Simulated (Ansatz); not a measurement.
# Σ3 (111) boundary in bcc W with Co (substitutional): structure and resistance

Aim: the relaxed structure and the specific resistance of the Σ3 (111) boundary in bcc W with Co (substitutional).

Program: Ansatz 0.2.0. Level of theory: Ansatz plane-wave DFT, PBE, PAW files, collinear spin; relaxation of a bicrystal slab with its lowest layers held; PAW set soft_1, in the first sound run; inputs show where later runs differ. Results are calculated unless marked as measured.

### 1. Starting point

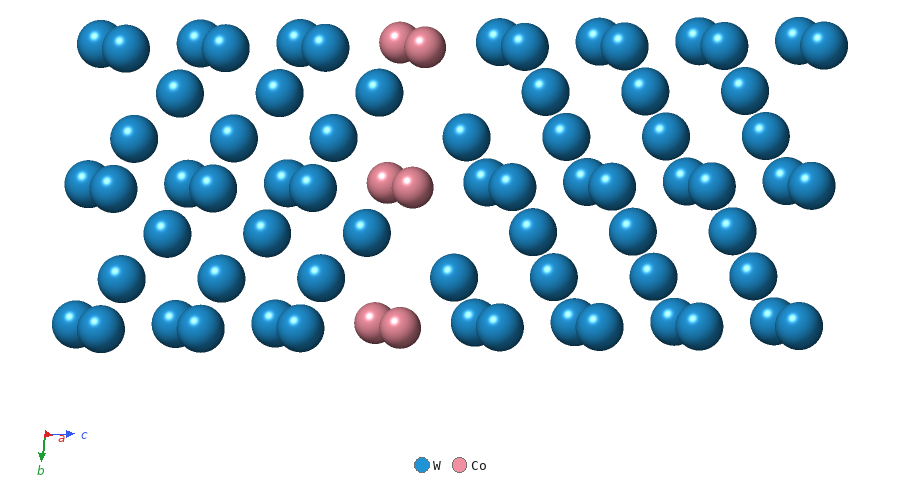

The starting structure, seen from the side, with the c axis across the page (tungsten blue, cobalt pink). 1×2×1 cells are drawn. Some periodic images of atoms are drawn too.

The cell holds 21 atoms: 20 W and 1 Co. Its edges and angles: a = 4.476 Å, b = 4.476 Å, c = 30.186 Å, α = 90.0°, β = 90.0°, γ = 120.0°. It derives from W. built on the (1 1 1) plane; 2 overlapping atoms removed and the grains opened by 0 Å. Vacuum lies along c.

### 2. Relaxing the bicrystal

The boundary is built by mirroring the lower grain in the boundary plane and removing any atoms that overlap; then the Co is put in at the boundary. A thin bicrystal slab is relaxed first, with the lowest layers held and the upper grain free to shift and open.

The input, input.yaml:

```yaml
crystal:
  lattice:
    - [4.4757030822, 0.0, 0.0]
    - [-2.2378515411, 3.876072569, 0.0]
    - [0.0, 0.0, 30.185580386]
  atoms:
    - { symbol: W, position: [0.0, 1.0e-10, 0.1656420031] }
    - { symbol: W, position: [0.3333333334, 0.6666666667, 0.195908079] }
    - { symbol: W, position: [0.6666666667, 0.3333333334, 0.2261741548] }
    - { symbol: W, position: [0.0, 1.0e-10, 0.2564402307] }
    - { symbol: W, position: [0.3333333334, 0.6666666667, 0.2867063066] }
    - { symbol: W, position: [0.6666666667, 0.3333333334, 0.3169723824] }
    - { symbol: W, position: [0.0, 0.0, 0.3472384583] }
    - { symbol: W, position: [0.3333333333, 0.6666666667, 0.3775045342] }
    - { symbol: W, position: [0.6666666667, 0.3333333333, 0.40777061] }
    - { symbol: Co, position: [0.0, 0.0, 0.4380366859], spin: 2.0 }
    - { symbol: W, position: [0.3333333333, 0.6666666667, 0.4985688376] }
    - { symbol: W, position: [0.0, 0.0, 0.5288349135] }
    - { symbol: W, position: [0.6666666667, 0.3333333334, 0.5591009894] }
    - { symbol: W, position: [0.3333333334, 0.6666666667, 0.5893670652] }
    - { symbol: W, position: [0.0, 1.0e-10, 0.6196331411] }
    - { symbol: W, position: [0.6666666667, 0.3333333334, 0.6498992169] }
    - { symbol: W, position: [0.3333333334, 0.6666666667, 0.6801652928] }
    - { symbol: W, position: [0.0, 1.0e-10, 0.7104313687] }
    - { symbol: W, position: [0.6666666667, 0.3333333334, 0.7406974445] }
    - { symbol: W, position: [0.3333333334, 0.6666666668, 0.7709635204] }
    - { symbol: W, position: [1.0e-10, 1.0e-10, 0.8012295963] }
magnetization:
  spin_polarized: true
kpoints:
  mp_grid: { grid: [6, 6, 1] }
hamiltonian:
  xc: pbe
  pseudopotentials: { kind: paw, azcp: { folder: soft_1 } }
scf:
  occupations: { method: fermi_dirac, width: 0.1 }
relax:
  f_tol: 0.03
  max_steps: 80
  constraints: [{ sites: [0, 1, 2, 3] }]
```

Launch:

```
$ ansatz run input.yaml --threads 4 --pin off --max-ram 15360MiB --backend cpu --events-out ev --progress --plain --runs-dir out
```

Numbers of over 12 decimals in the logs are rounded to 6 here.

The program printed:

```text
Engine: ansatz 0.2.0, aarch64-unknown-linux-gnu
Pseudopotentials: kind: paw
Pseudopotential: W, paw, valence charge 14, recommended cutoff 420 eV (normal), soft_1/W.paw.azcp
Pseudopotential: Co, paw, valence charge 17, recommended cutoff 420 eV (normal), soft_1/Co.paw.azcp
Functional definition: PBE
  parameter kappa = 0.804
  parameter beta = 0.066725
  exchange = pbe_x(kappa = kappa, mu = beta*pi^2/3)
  correlation = pbe_c(beta = beta)
Crystal: 21 atoms, lattice volume = 523.664 Å³
Basis set: ecut = 420 eV, 10271 PW (Γ), exchange–correlation on 60×60×432 points (8 copies of the dense FFT grid, shifted against one another)
Bands: 180, of which v1, the nominal top of the filled ones, is band 149 counted from 1 (148 counted from 0)
Symmetry: 6 space group operations
Space group: P3m1 (ITA 156), of the structure as read, at distance tolerance 8.1e-5 Å
Magnetic group: BNS 156.49 (UNI 1279), of the structure as read, at distance tolerance 8.1e-5 Å
k-points: 7 of 36 (time reversal used)
Non-local potential: W, projectors of the file, l = 0: 3, l = 1: 2, l = 2: 2, l = 3: 1
Non-local potential: Co, projectors of the file, l = 0: 3, l = 1: 2, l = 2: 3, l = 3: 1
PAW form: soft (Blöchl's): semilocal exchange-correlation on the pseudo side does not see the compensation charge
PAW one-centre angular grid: W, 590 points (default); XC on 64 Gauss nodes
PAW one-centre angular grid: Co, 590 points (default); XC on 64 Gauss nodes
Initial density: superposition of atomic densities (neutral atoms: chi_scale 0, normalization atom)
Starting moments: Σ|m| = 2 μB on 1 of 21 sites
Initial wavefunctions: pseudopotential atomic-orbital guess
Functional: x = pbe(κ = 0.804, μ = 0.219515), c = pbe(β = 0.066725)
SCF iter   1: F=—  HF=-212840.660725 eV  |F-HF|=—  |Δ(HF+E_count)|=         —  Δρ=2.85e-2 (↑2.84e-2 ↓2.85e-2)  dr2=1.15e2  dr2_m=3.85e-2  M=1.741 μB ∫|m|=2.332 μB  β_m=0.30  ethr=3.10e-3  ⟨swp⟩=7.9  Hψ=10435  notcnv=0
Mixer restart at iter 1: flushing history
preconditioner: auto → LDOS  [metal: Δε(μ)=0.005 eV  Ē_g=4.937 eV  σ=0.100 eV  W_gap=0.01  n_scr=136 (ndim 8)  ℏωp=18.4 eV  f_vac=0.273  D(μ)=15.66/eV (n_scr^D=124)]
spin=Collinear: LDOS preconditioning applied to the charge; magnetization (m = ρ↑ − ρ↓) channel mixes plain (no charge-response kernel on spin).
SCF iter   2: F=—  HF=-212834.237272 eV  |F-HF|=—  |Δ(HF+E_count)|=    6.42e0  Δρ=1.76e-2 (↑1.74e-2 ↓1.76e-2)  dr2=3.79e1  dr2_m=2.29e-2  M=1.702 μB ∫|m|=2.359 μB  β_m=0.49  ethr=3.10e-3  ⟨swp⟩=3.3  Hψ=4362  notcnv=0
SCF iter   3: F=—  HF=-212832.013609 eV  |F-HF|=—  |Δ(HF+E_count)|=    2.22e0  Δρ=5.72e-3 (↑5.53e-3 ↓5.72e-3)  dr2=5.34e0  dr2_m=1.93e-2  M=1.626 μB ∫|m|=2.298 μB  β_m=0.56  ethr=3.10e-3  ⟨swp⟩=4.4  Hψ=5760  notcnv=0
SCF iter   4: F=—  HF=-212831.992744 eV  |F-HF|=—  |Δ(HF+E_count)|=   2.09e-2  Δρ=3.38e-3 (↑3.05e-3 ↓3.38e-3)  dr2=3.89e-1  dr2_m=2.04e-2  M=1.586 μB ∫|m|=2.261 μB  β_m=0.75  ethr=1.80e-3  ⟨swp⟩=2.4  Hψ=3321  notcnv=0
SCF iter   5: F=—  HF=-212832.020326 eV  |F-HF|=—  |Δ(HF+E_count)|=   2.76e-2  Δρ=2.32e-3 (↑1.52e-3 ↓2.32e-3)  dr2=6.44e-2  dr2_m=1.31e-2  M=1.527 μB ∫|m|=2.191 μB  β_m=0.83  ethr=1.31e-4  ⟨swp⟩=1.9  Hψ=3151  notcnv=0
SCF iter   6: F=—  HF=-212832.037381 eV  |F-HF|=—  |Δ(HF+E_count)|=         —  Δρ=2.42e-3 (↑2.42e-3 ↓2.39e-3)  dr2=9.85e-2  dr2_m=2.46e-2  M=1.444 μB ∫|m|=2.060 μB  β_m=0.83  ethr=2.17e-5  ⟨swp⟩=2.4  Hψ=3855  notcnv=0  defer=1
SCF iter   7: F=—  HF=-212832.035230 eV  |F-HF|=—  |Δ(HF+E_count)|=   2.15e-3  Δρ=8.40e-4 (↑8.40e-4 ↓7.48e-4)  dr2=8.86e-2  dr2_m=4.80e-4  M=1.432 μB ∫|m|=2.015 μB  β_m=0.81  ethr=2.17e-5  ⟨swp⟩=1.8  Hψ=3078  notcnv=0  defer=1
SCF iter   8: F=—  HF=-212832.032391 eV  |F-HF|=—  |Δ(HF+E_count)|=   2.84e-3  Δρ=1.80e-4 (↑1.80e-4 ↓1.40e-4)  dr2=3.68e-3  dr2_m=4.10e-5  M=1.432 μB ∫|m|=2.005 μB  β_m=0.82  ethr=2.17e-5  ⟨swp⟩=1.7  Hψ=2727  notcnv=0
SCF iter   9: F=—  HF=-212832.032319 eV  |F-HF|=—  |Δ(HF+E_count)|=   7.21e-5  Δρ=1.03e-4 (↑6.03e-5 ↓1.03e-4)  dr2=1.54e-4  dr2_m=1.61e-5  M=1.432 μB ∫|m|=2.000 μB  β_m=0.71  ethr=1.24e-6  ⟨swp⟩=2.0  Hψ=3527  notcnv=0
SCF iter  10: F=—  HF=-212832.032306 eV  |F-HF|=—  |Δ(HF+E_count)|=   1.30e-5  Δρ=3.73e-5 (↑3.73e-5 ↓2.15e-5)  dr2=3.21e-5  dr2_m=2.39e-6  M=1.432 μB ∫|m|=1.998 μB  β_m=0.72  ethr=5.18e-8  ⟨swp⟩=2.6  Hψ=4321  notcnv=0
SCF iter  11: F=—  HF=-212832.032307 eV  |F-HF|=—  |Δ(HF+E_count)|=   1.57e-6  Δρ=1.23e-5 (↑1.23e-5 ↓1.17e-5)  dr2=2.43e-6  dr2_m=1.58e-7  M=1.432 μB ∫|m|=1.997 μB  β_m=0.67  ethr=1.08e-8  ⟨swp⟩=2.4  Hψ=4143  notcnv=0
SCF iter  12: F=-212832.032302 eV  HF=-212832.032308 eV  |F-HF|=6.21e-6  |Δ(HF+E_count)|=   3.51e-7  Δρ=2.46e-5 (↑8.02e-6 ↓2.46e-5)  dr2=6.86e-6  dr2_m=4.26e-7  M=1.433 μB ∫|m|=1.997 μB  ethr=8.20e-10  ⟨swp⟩=2.1  Hψ=8041  notcnv=0
SCF 1 converged in 12 iterations: F = -212832.032302 eV  dr2 = 6.86e-6
  greatest PAW one-centre occupation: 1.001 electrons in one spin orbital (limit 2), on the Co atom at site 9 (counted from 0), in its partial waves of l = 1
relax step   1: F+E_penalty+E_count = -212832.03230157 eV  Δ(F+E_penalty+E_count) = +0.000e0 eV  max|allowed force component| = 2.328e0 eV/Å  Δτ_max = 0.0000 Å  (12 SCF iters, dr2 threshold 2.25e-5 eV, accepted)
Initial density: handed on by an earlier stage of this run
Starting moments: Σ|m| = 2 μB on 1 of 21 sites; this step starts from the density that it was given
Initial wavefunctions: those handed on with the density
iter 1 solved again at ethr=1.38e-3 eV; its pass at ethr=3.10e-3 eV (dr2=4.10e0 eV) is discarded
SCF iter   1: F=—  HF=-212833.263348 eV  |F-HF|=—  |Δ(HF+E_count)|=         —  Δρ=7.32e-3 (↑7.32e-3 ↓6.93e-3)  dr2=4.20e0  dr2_m=2.90e-2  M=1.357 μB ∫|m|=1.845 μB  β_m=0.30  ethr=1.38e-3  ⟨swp⟩=1.1  Hψ=8808  notcnv=0
preconditioner: auto → LDOS  [metal: Δε(μ)=0.035 eV  Ē_g=4.554 eV  σ=0.100 eV  W_gap=0.09  n_scr=136 (ndim 8)  ℏωp=18.4 eV  f_vac=0.282  D(μ)=15.11/eV (n_scr^D=110)]
spin=Collinear: LDOS preconditioning applied to the charge; magnetization (m = ρ↑ − ρ↓) channel mixes plain (no charge-response kernel on spin).
SCF iter   2: F=—  HF=-212833.093625 eV  |F-HF|=—  |Δ(HF+E_count)|=   1.70e-1  Δρ=4.61e-3 (↑4.60e-3 ↓4.61e-3)  dr2=1.52e0  dr2_m=1.64e-2  M=1.355 μB ∫|m|=1.838 μB  β_m=0.49  ethr=1.38e-3  ⟨swp⟩=1.3  Hψ=2526  notcnv=0
SCF iter   3: F=—  HF=-212833.032759 eV  |F-HF|=—  |Δ(HF+E_count)|=   6.09e-2  Δρ=1.34e-3 (↑1.34e-3 ↓1.05e-3)  dr2=4.18e-2  dr2_m=2.37e-3  M=1.356 μB ∫|m|=1.823 μB  β_m=0.51  ethr=5.11e-4  ⟨swp⟩=2.9  Hψ=3701  notcnv=0
[...]
SCF 3 converged in 8 iterations: F = -212833.770135 eV  dr2 = 7.98e-5
relax step   3: F+E_penalty+E_count = -212833.77013505 eV  Δ(F+E_penalty+E_count) = -7.396e-1 eV  max|allowed force component| = 9.157e-1 eV/Å  Δτ_max = 0.1950 Å  (8 SCF iters, dr2 threshold 8.79e-5 eV, accepted)
[... from here on, the SCF cycles and remarks between the steps are left out ...]
relax step   4: F+E_penalty+E_count = -212834.31755675 eV  Δ(F+E_penalty+E_count) = -5.474e-1 eV  max|allowed force component| = 7.652e-1 eV/Å  Δτ_max = 0.1935 Å  (11 SCF iters, dr2 threshold 1.00e-4 eV, accepted)
relax step   5: F+E_penalty+E_count = -212834.74696794 eV  Δ(F+E_penalty+E_count) = -4.294e-1 eV  max|allowed force component| = 4.276e-1 eV/Å  Δτ_max = 0.1950 Å  (9 SCF iters, dr2 threshold 1.00e-4 eV, accepted)
relax step   6: F+E_penalty+E_count = -212835.01184543 eV  Δ(F+E_penalty+E_count) = -2.649e-1 eV  max|allowed force component| = 3.453e-1 eV/Å  Δτ_max = 0.2000 Å  (9 SCF iters, dr2 threshold 5.71e-5 eV, accepted)
relax step   7: F+E_penalty+E_count = -212835.17002627 eV  Δ(F+E_penalty+E_count) = -1.582e-1 eV  max|allowed force component| = 3.314e-1 eV/Å  Δτ_max = 0.1937 Å  (8 SCF iters, dr2 threshold 3.72e-5 eV, accepted)
relax step   8: F+E_penalty+E_count = -212835.21276402 eV  Δ(F+E_penalty+E_count) = -4.274e-2 eV  max|allowed force component| = 1.293e-1 eV/Å  Δτ_max = 0.2000 Å  (8 SCF iters, dr2 threshold 7.16e-5 eV, accepted)
relax step   9: F+E_penalty+E_count = -212835.21670138 eV  Δ(F+E_penalty+E_count) = -3.937e-3 eV  max|allowed force component| = 8.125e-2 eV/Å  Δτ_max = 0.0487 Å  (8 SCF iters, dr2 threshold 2.54e-6 eV, accepted)
relax step  10: F+E_penalty+E_count = -212835.21771321 eV  Δ(F+E_penalty+E_count) = -1.012e-3 eV  max|allowed force component| = 2.516e-2 eV/Å  Δτ_max = 0.0064 Å  (6 SCF iters, dr2 threshold 1.00e-6 eV, accepted)
iter 1 solved again at ethr=2.26e-11 eV; its pass at ethr=3.10e-3 eV (dr2=6.72e-8 eV) is discarded
SCF iter   1: F=—  HF=-212835.217713 eV  |F-HF|=—  |Δ(HF+E_count)|=         —  Δρ=1.45e-6 (↑1.31e-6 ↓1.45e-6)  dr2=6.72e-8  dr2_m=5.56e-10  M=0.000 μB ∫|m|=0.000 μB  β_m=0.65  ethr=2.26e-11  ⟨swp⟩=1.4  Hψ=5953  notcnv=0  defer=4
preconditioner: auto → LDOS  [metal: Δε(μ)=0.011 eV  Ē_g=4.716 eV  σ=0.100 eV  W_gap=0.03  n_scr=98 (ndim 8)  ℏωp=18.4 eV  f_vac=0.310  D(μ)=12.82/eV (n_scr^D=98)]
spin=Collinear: LDOS preconditioning applied to the charge; magnetization (m = ρ↑ − ρ↓) channel mixes plain (no charge-response kernel on spin).
SCF iter   2: F=-212835.217713 eV  HF=-212835.217713 eV  |F-HF|=1.08e-9  |Δ(HF+E_count)|=   3.67e-9  Δρ=7.50e-7 (↑7.50e-7 ↓6.99e-7)  dr2=2.44e-8  dr2_m=1.04e-10  M=0.000 μB ∫|m|=0.000 μB  ethr=2.26e-11  ⟨swp⟩=2.5  Hψ=7673  notcnv=0
the starting moments were not kept: the SCF closed with an absolute magnetisation of 3.5e-5 μB, where they sum to 2 μB in size (1 site). That is at most 0.1 of that sum. Measured as dr2_m measures the in/out step, that magnetisation stands 1.6e-10 eV from none, at or under the dr2_threshold of 1.0e-7 eV: it is no larger than a step whose dr2_m would equal this threshold.
SCF 11 converged in 2 iterations: F = -212835.217713 eV  dr2 = 2.44e-8
relax step  11: F+E_penalty+E_count = -212835.21771335 eV  Δ(F+E_penalty+E_count) = -1.343e-7 eV  max|allowed force component| = 2.512e-2 eV/Å  Δτ_max = 0.0000 Å  (2 SCF iters, accepted)
SCF converged after 2 iterations
Magnetization: 0.0000 μB (148.5000 up, 148.5000 down)
Absolute magnetization: 0.0000 μB (∫|ρ↑−ρ↓|, with the PAW one-centre terms)
Spin contamination: 0.0000 ħ² per cell (⟨S²⟩ above its minimum at these occupations)
Per-site moments (μB) at R_I (Å): [(4.4928942906148435e-6, 1.130579), (-1.458232240064327e-6, 1.130579), (8.963234277371826e-7, 1.130579), (-1.0166389728398142e-6, 1.118847), (3.148713588706998e-7, 1.131124), (-5.861216066539193e-7, 1.120994), (3.0625612532078304e-7, 0.962030), (8.809953797042218e-7, 1.102294), (6.85764309105182e-7, 1.065991), (-7.559681315717346e-6, 0.959154), (-7.379068998483337e-7, 1.102294), (-7. [...]
Free energy (F): -212835.217713 eV
Harris-Foulkes:  -212835.217713 eV  (|F-HF|=1.08e-9)
Internal energy: -212834.789894 eV  (E = F + TS)
E sigma→0 (E₀):  -212835.003804 eV
Entropy (-TS):   -0.427819 eV (-20.372 meV/atom)
Fermi energy:    12.407147 eV
--- Per-component energies (eV) ---
  E_band       = -4771.780787
  E_kinetic    = 8699.771515
  E_local      = -324534.141763  (includes V_loc(G=0)·N_el)
  E_nonlocal   = -69.950530
  E_hartree    = 159830.031180
  E_xc         = -5430.578240
  E_vxc        = -4724.698215  (∫ρ·V_xc dr)
  E_paw        = -173127.056743  (= ΣΔE_a)
  E_vpaw       = -3802.875852  (= ΣTr[D̂ρ^β])
  E_aug_tail   = 0.002946  (compensation charges beyond the density's cutoff)
  E_ewald      = 121797.131741
  E_smearing   = -0.427819  (= −TS)
  E_closure    = 0.000000  (closes the sum)
  Σ components = -212835.217713   (vs F -212835.217713, Δ=0.00e0)
--- Forces (eV/Å), atoms counted from 1 ---
  atom   1  W      0.00000000     0.00000000     2.39341170
  atom   2  W      0.00000000    -0.00000000    -0.04007563
  atom   3  W     -0.00000000    -0.00000000    -1.30709321
  atom   4  W     -0.00000000    -0.00000000    -1.04697081
  atom   5  W      0.00000000    -0.00000000    -0.00282597
  atom   6  W      0.00000000     0.00000000    -0.00258973
  atom   7  W      0.00000000     0.00000000     0.00342736
  atom   8  W     -0.00000000    -0.00000000     0.00205865
  atom   9  W      0.00000000     0.00000000     0.00283644
  atom  10  Co    -0.00000000    -0.00000000    -0.00242977
  atom  11  W     -0.00000000    -0.00000000    -0.00431305
  atom  12  W      0.00000000     0.00000000    -0.00315745
  atom  13  W      0.00000000     0.00000000     0.00420309
  atom  14  W      0.00000000     0.00000000     0.00555120
  atom  15  W     -0.00000000    -0.00000000    -0.00090984
  atom  16  W      0.00000000    -0.00000000    -0.00140705
  atom  17  W      0.00000000    -0.00000000     0.00132249
  atom  18  W      0.00000000     0.00000000     0.00852772
  atom  19  W     -0.00000000    -0.00000000     0.01090362
  atom  20  W      0.00000000    -0.00000000    -0.02511635
  atom  21  W      0.00000000     0.00000000     0.00469311
  max |Σ_I F_I| component: 4.65e-5 eV/Å
--- Relaxed structure (11 steps of the walk, 11 accepted, 0 SCFs on fresh bases) ---
  F+E_penalty+E_count = -212835.21771335 eV   max|allowed force component| = 2.512e-2 eV/Å
  atoms:
    - { symbol: W, position: [8.569479121237499e-19, -3.622432035228994e-18, 0.165642] }
    - { symbol: W, position: [0.333333, 0.666667, 0.195908] }
    - { symbol: W, position: [0.666667, 0.333333, 0.226174] }
    - { symbol: W, position: [8.569479121237499e-19, -3.622432035228994e-18, 0.256440] }
    - { symbol: W, position: [0.333333, 0.666667, 0.286837] }
    - { symbol: W, position: [0.666667, 0.333333, 0.318424] }
    - { symbol: W, position: [-6.3607429339287255e-18, 0, 0.346296] }
    - { symbol: W, position: [0.333333, 0.666667, 0.379693] }
    - { symbol: W, position: [0.666667, 0.333333, 0.422568] }
    - { symbol: Co, position: [-2.1442944556003216e-17, 0, 0.423558] }
    - { symbol: W, position: [0.333333, 0.666667, 0.468220] }
    - { symbol: W, position: [-3.678247129640958e-17, 0, 0.500589] }
    - { symbol: W, position: [0.666667, 0.333333, 0.528969] }
    - { symbol: W, position: [0.333333, 0.666667, 0.559196] }
    - { symbol: W, position: [-3.1472336500078325e-17, -3.622432035228995e-18, 0.590617] }
    - { symbol: W, position: [0.666667, 0.333333, 0.621173] }
    - { symbol: W, position: [0.333333, 0.666667, 0.652580] }
    - { symbol: W, position: [-3.0980381975065156e-17, -3.622432035228993e-18, 0.681857] }
    - { symbol: W, position: [0.666667, 0.333333, 0.717603] }
    - { symbol: W, position: [0.333333, 0.666667, 0.741199] }
    - { symbol: W, position: [-4.4622907003113974e-17, 2.0583460386909646e-18, 0.765362] }
```

It took 11 min on 4 threads of Arm Neoverse V1, shared host; peak memory 2.3 GiB; 43 min of CPU time.

The steps of the relaxation:

```tsv
step	energy less that of the first step (eV)	largest force component (eV/Å)
1	0.0000	2.3277
2	-0.9983	1.1857
3	-1.7378	0.9157
4	-2.2853	0.7652
5	-2.7147	0.4276
6	-2.9795	0.3453
7	-3.1377	0.3314
8	-3.1805	0.1293
9	-3.1844	0.0813
10	-3.1854	0.0252
11	-3.1854	0.0251
```

The run keeps the 6 symmetry operations that it works with, so distortions that break them were not tested.

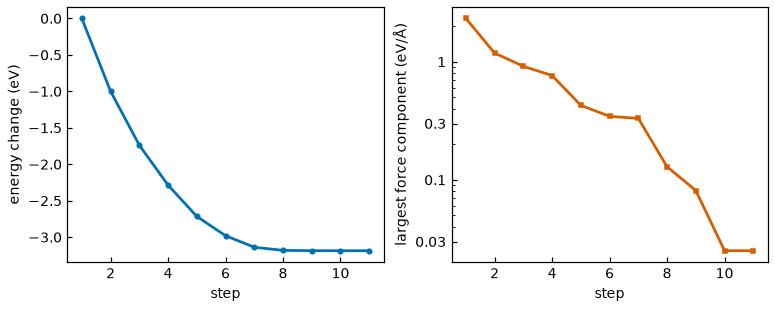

Energy and largest force along the relaxation.

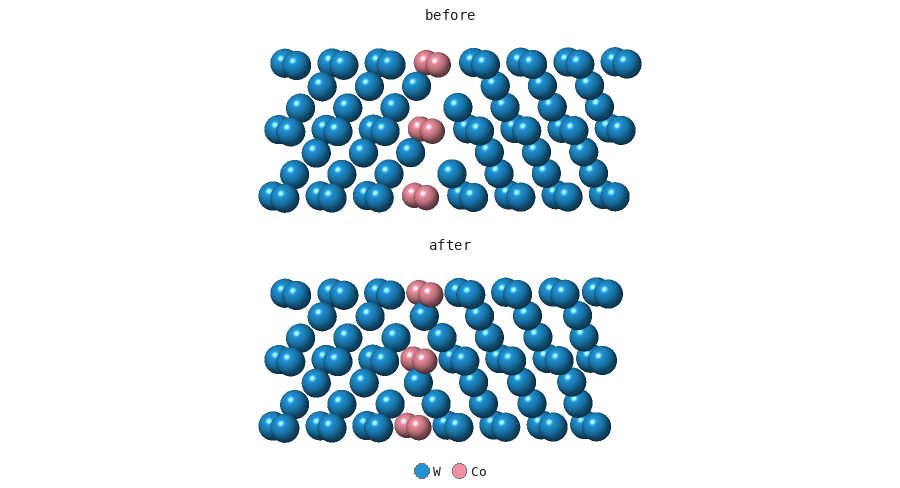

The structure before and after the relaxation, drawn at the same scale.

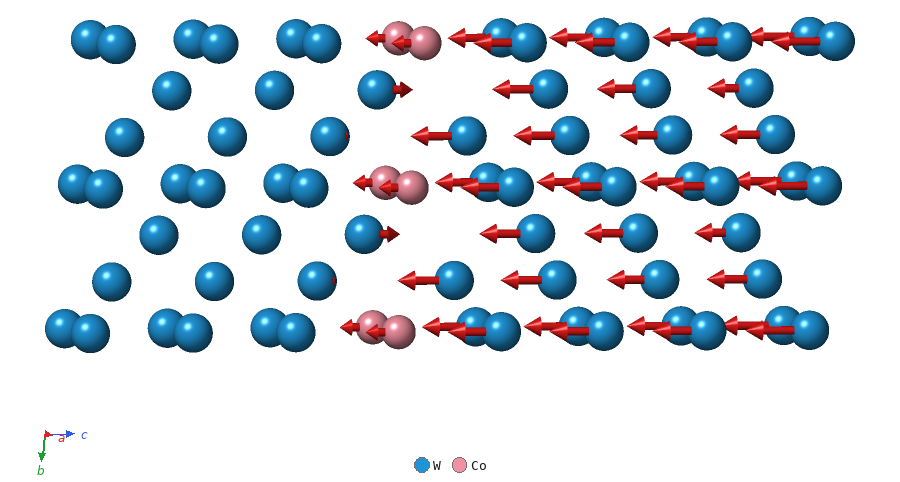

Displacements in the relaxation, exaggerated; the longest in the cell stands for 1.08 Å. 1×2×1 cells are drawn. Some periodic images of atoms are drawn too.

The atoms that moved most (Å):

```tsv
atom	dx	dy	dz	length
W21	0.000	0.000	-1.083	1.083
W11	0.000	0.000	-0.916	0.916
W14	0.000	0.000	-0.911	0.911
W13	0.000	0.000	-0.910	0.910
W20	0.000	0.000	-0.898	0.898
W15	0.000	0.000	-0.876	0.876
W16	0.000	0.000	-0.867	0.867
W18	0.000	0.000	-0.863	0.863
```

This step gave:

```
free energy             : -212835.2177 eV
energy at zero smearing : -212835.0038 eV
Fermi energy            : 12.41 eV
```

The largest force component on a free atom ends at 0.025 eV/Å, under the tolerance of 0.03, after 11 steps.

(Continued in part 2 of 2.)

[Logs are printed without paths, hosts, clocks, repeated set-up lines and the standing remarks that a program may print on its own settings, such as how far it seeks lower states.]

[Hosts, paths, dates, database ids (printed as entryN), source tags and the programs' standing remarks are cut or masked in the printed files.]
